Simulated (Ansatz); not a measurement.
**Sb: one change and its effect**

System: Sb (P-1, 2 atoms in the cell).
Method of the first run: DFT PBEsol, scalar-relativistic, plane waves, PAW, no spin polarisation (Ansatz 0.2.0).

The structure derives from an entry of the Crystallography Open Database. Text and figures count atoms from 1; the logs count them from 0 in places.

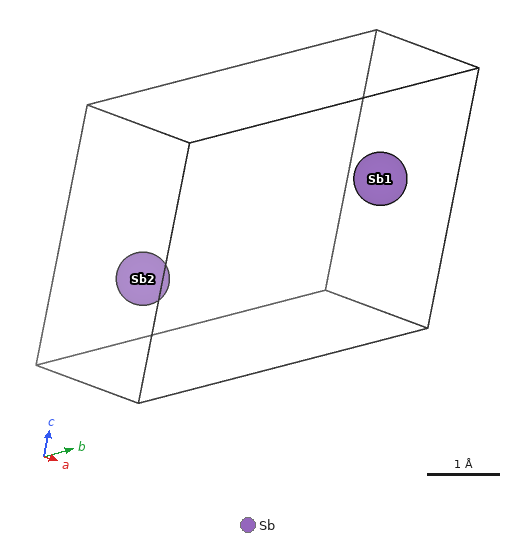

Figure 1. The structure as given in the input (ball-and-stick view of the cell of the calculation, set on other vectors, seen slightly off an axis; atoms are numbered from 1 in the order of the input). An atom can appear more than once, as a periodic image.

## Input, the first run
```yaml
crystal:
  lattice:
    - [2.150600332, 1.2416496806, 3.744]
    - [-2.150600332, 1.2416496806, 3.744]
    - [0.0, -2.4832993611, 3.744]
  atoms:
    - { symbol: Sb, position: [0.1291368501, 0.2277753703, 0.2638795745] }
    - { symbol: Sb, position: [0.76636, 0.76636, 0.76636] }
basis:
  ecutwfc: 420
kpoints:
  mp_grid: { grid: [12, 12, 12] }
hamiltonian:
  xc: pbesol
scf:
  occupations: { method: gaussian, width: 0.15 }
output:
  forces: true
  stress: true
  eigenvalues: true
```

Launched with:
```bash
ansatz run input.yaml --threads 1 --pin off --max-ram 2560MiB --backend cpu --events-out ev --progress --plain --runs-dir out
```

Hardware: 1 thread of Arm Neoverse V2, 24 GiB of memory available, shared host.

## Output, shortened to warnings, some set-up lines, iterations and results (the first run)
```
Basis set: ecut = 420 eV, 1171 PW (Γ), exchange–correlation on 64×64×64 points (8 copies of the dense FFT grid, shifted against one another)
Symmetry: 2 space group operations
k-points: 868 of 1728
Initial density: superposition of atomic densities (neutral atoms: chi_scale 0, normalization atom), corrected by the library's trained network
[...]
SCF iter   1: F=—  HF=-12815.578937 eV  |F-HF|=—  |Δ(HF+E_count)|=         —  Δρ=3.28e-3  dr2=4.40e-3  ethr=1.77e-3  ⟨swp⟩=6.0  Hψ=84891  notcnv=0
SCF iter   2: F=—  HF=-12815.577201 eV  |F-HF|=—  |Δ(HF+E_count)|=   1.74e-3  Δρ=1.76e-3  dr2=1.46e-3  ethr=1.47e-5  ⟨swp⟩=2.0  Hψ=31790  notcnv=0
SCF iter   3: F=—  HF=-12815.576801 eV  |F-HF|=—  |Δ(HF+E_count)|=   4.00e-4  Δρ=2.99e-4  dr2=9.22e-5  ethr=4.86e-6  ⟨swp⟩=2.0  Hψ=29518  notcnv=0
SCF iter   4: F=—  HF=-12815.576782 eV  |F-HF|=—  |Δ(HF+E_count)|=   1.97e-5  Δρ=1.37e-4  dr2=1.78e-5  ethr=3.07e-7  ⟨swp⟩=2.0  Hψ=29529  notcnv=0
SCF iter   5: F=—  HF=-12815.576776 eV  |F-HF|=—  |Δ(HF+E_count)|=   5.60e-6  Δρ=4.68e-5  dr2=1.81e-6  ethr=5.93e-8  ⟨swp⟩=2.0  Hψ=29456  notcnv=0
SCF iter   6: F=—  HF=-12815.576776 eV  |F-HF|=—  |Δ(HF+E_count)|=   1.79e-7  Δρ=1.39e-5  dr2=1.83e-7  ethr=6.02e-9  ⟨swp⟩=2.7  Hψ=21658  notcnv=0
SCF iter   7: F=-12815.576776 eV  HF=-12815.576776 eV  |F-HF|=5.52e-9  |Δ(HF+E_count)|=   2.98e-8  Δρ=5.51e-6  dr2=2.50e-8  ethr=3.33e-10  ⟨swp⟩=5.7  Hψ=70801  notcnv=0
SCF 1 converged in 7 iterations: F = -12815.576776 eV  dr2 = 2.50e-8
SCF converged after 7 iterations
Free energy (F): -12815.576776 eV
Harris-Foulkes:  -12815.576776 eV  (|F-HF|=5.52e-9)
Internal energy: -12815.572797 eV  (E = F + TS)
E sigma→0 (E₀):  -12815.574786 eV
Entropy (-TS):   -0.003980 eV (-1.990 meV/atom)
Fermi energy:    9.952439 eV
--- Per-component energies (eV) ---
  E_band       = -342.157686
  E_kinetic    = 417.942819
  E_local      = -3280.119251  (includes V_loc(G=0)·N_el)
  E_nonlocal   = 729.160390
  E_hartree    = 1487.308575
  E_xc         = -276.121839
  E_vxc        = -194.738681  (∫ρ·V_xc dr)
  E_paw        = -8999.858902  (= ΣΔE_a)
  E_vpaw       = -989.023457  (= ΣTr[D̂ρ^β])
  E_aug_tail   = -0.000004  (compensation charges beyond the density's cutoff)
  E_ewald      = -2894.548300
  E_core_change = 0.663714  (= ΣΔE_core)
  E_smearing   = -0.003980  (= −TS)
  E_closure    = 0.000000  (closes the sum)
  Σ components = -12815.576776   (vs F -12815.576776, Δ=0.00e0)
--- Forces (eV/Å), atoms counted from 1 ---
  atom   1  Sb     0.94112633     1.54795586     2.54571821
  atom   2  Sb    -0.94112633    -1.54795586    -2.54571821
  max |Σ_I F_I| component: 0.00e0 eV/Å
--- Stress (GPa, compression-positive) ---
        4.187733      -3.540018       2.950617
       -3.540018      13.283099       4.860437
        2.950617       4.860438       5.205641
  P = ⅓ Tr σ = 7.5588 GPa (75.588 kbar)
```

The input of the second run differs as follows (lines with − go, lines with + come):
```diff
-    - { symbol: Sb, position: [0.1291368501, 0.2277753703, 0.2638795745] }
+    - { symbol: Sb, position: [0.1558462518, 0.254484772, 0.2905889762] }
```

How does the second run compare with the first run?

With the same functional and potentials, the second run lies 239.7 meV per atom lower. The pressure goes from 7.56 to 1.86 GPa. The largest force goes from 3.125 to 1.089 eV/Å. The number of SCF iterations is the same.

## Output, shortened to warnings, some set-up lines, iterations and results (the second run)
```
Basis set: ecut = 420 eV, 1171 PW (Γ), exchange–correlation on 64×64×64 points (8 copies of the dense FFT grid, shifted against one another)
Symmetry: 2 space group operations
k-points: 868 of 1728
Initial density: superposition of atomic densities (neutral atoms: chi_scale 0, normalization atom), corrected by the library's trained network
[...]
SCF iter   1: F=—  HF=-12816.058961 eV  |F-HF|=—  |Δ(HF+E_count)|=         —  Δρ=2.51e-3  dr2=2.57e-3  ethr=1.77e-3  ⟨swp⟩=5.8  Hψ=82271  notcnv=0
SCF iter   2: F=—  HF=-12816.056579 eV  |F-HF|=—  |Δ(HF+E_count)|=   2.38e-3  Δρ=1.74e-3  dr2=1.16e-3  ethr=8.56e-6  ⟨swp⟩=2.6  Hψ=37029  notcnv=0
SCF iter   3: F=—  HF=-12816.056382 eV  |F-HF|=—  |Δ(HF+E_count)|=   1.97e-4  Δρ=9.43e-4  dr2=2.64e-4  ethr=3.88e-6  ⟨swp⟩=2.0  Hψ=29528  notcnv=0
SCF iter   4: F=—  HF=-12816.056195 eV  |F-HF|=—  |Δ(HF+E_count)|=   1.87e-4  Δρ=3.26e-4  dr2=3.94e-5  ethr=8.79e-7  ⟨swp⟩=2.0  Hψ=29300  notcnv=0
SCF iter   5: F=—  HF=-12816.056173 eV  |F-HF|=—  |Δ(HF+E_count)|=   2.20e-5  Δρ=5.50e-5  dr2=2.16e-6  ethr=1.31e-7  ⟨swp⟩=2.0  Hψ=29519  notcnv=0
SCF iter   6: F=—  HF=-12816.056173 eV  |F-HF|=—  |Δ(HF+E_count)|=   1.99e-7  Δρ=1.37e-5  dr2=1.62e-7  ethr=7.19e-9  ⟨swp⟩=3.0  Hψ=30508  notcnv=0
SCF iter   7: F=-12816.056173 eV  HF=-12816.056173 eV  |F-HF|=7.55e-8  |Δ(HF+E_count)|=   7.39e-8  Δρ=1.48e-5  dr2=7.51e-8  ethr=3.33e-10  ⟨swp⟩=4.7  Hψ=61233  notcnv=0
SCF 1 converged in 7 iterations: F = -12816.056173 eV  dr2 = 7.51e-8
SCF converged after 7 iterations
Free energy (F): -12816.056173 eV
Harris-Foulkes:  -12816.056173 eV  (|F-HF|=7.55e-8)
Internal energy: -12816.052782 eV  (E = F + TS)
E sigma→0 (E₀):  -12816.054478 eV
Entropy (-TS):   -0.003391 eV (-1.695 meV/atom)
Fermi energy:    9.899943 eV
--- Per-component energies (eV) ---
  E_band       = -339.403065
  E_kinetic    = 415.693405
  E_local      = -3205.368160  (includes V_loc(G=0)·N_el)
  E_nonlocal   = 728.388420
  E_hartree    = 1451.873075
  E_xc         = -275.366755
  E_vxc        = -193.749388  (∫ρ·V_xc dr)
  E_paw        = -8999.318538  (= ΣΔE_a)
  E_vpaw       = -988.131540  (= ΣTr[D̂ρ^β])
  E_aug_tail   = -0.000004  (compensation charges beyond the density's cutoff)
  E_ewald      = -2932.617939
  E_core_change = 0.663714  (= ΣΔE_core)
  E_smearing   = -0.003391  (= −TS)
  E_closure    = -0.000000  (closes the sum)
  Σ components = -12816.056173   (vs F -12816.056173, Δ=0.00e0)
--- Forces (eV/Å), atoms counted from 1 ---
  atom   1  Sb     0.39790777     0.71891841     0.71407258
  atom   2  Sb    -0.39790777    -0.71891841    -0.71407258
  max |Σ_I F_I| component: 0.00e0 eV/Å
--- Stress (GPa, compression-positive) ---
        0.861124      -0.421698       1.671892
       -0.421698       3.815789       2.832065
        1.671891       2.832065       0.911025
  P = ⅓ Tr σ = 1.8626 GPa (18.626 kbar)
```

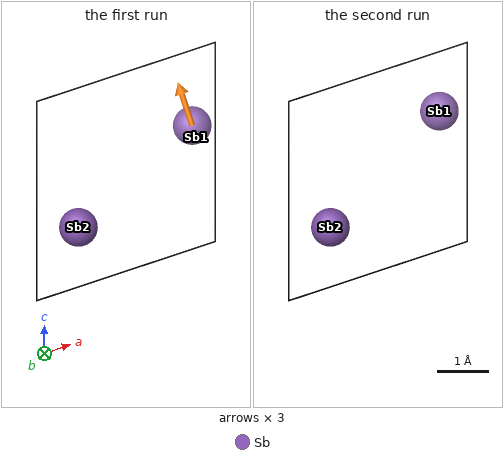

Figure 2. The two input geometries at one scale (ball-and-stick view of the cell of the calculation, set on other vectors, along the b axis). The orange arrows on the first give the shifts of the atoms relative to the cell, magnified 3 times. The largest move is that of Sb1, 0.30 Å. The cell doesn't change. Among the contacts that change: Sb1–Sb2 2.580 → 2.733 Å.

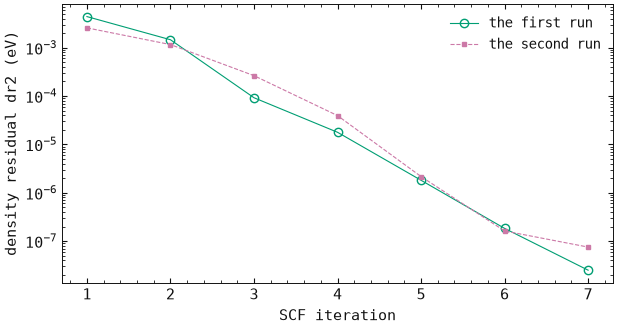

Figure 3. Convergence of the two runs: density residual dr2 against the SCF iteration. The first run takes 7 iterations in all, and the second run takes 7.

## The two runs side by side

```tsv
quantity	the first run	the second run
outcome	converged	converged
free energy per atom (eV)	−6407.7884	−6408.0281
energy per atom, smearing taken to zero (eV)	−6407.7874	−6408.0272
gap on the mesh (eV)	0.00	0.00
pressure (GPa)	7.56	1.86
largest force (eV/Å)	3.125	1.089
SCF iterations	7	7
irreducible k-points	868	868
plane waves at Γ	1171	1171
wall time (shared host)	41 s	41 s
```
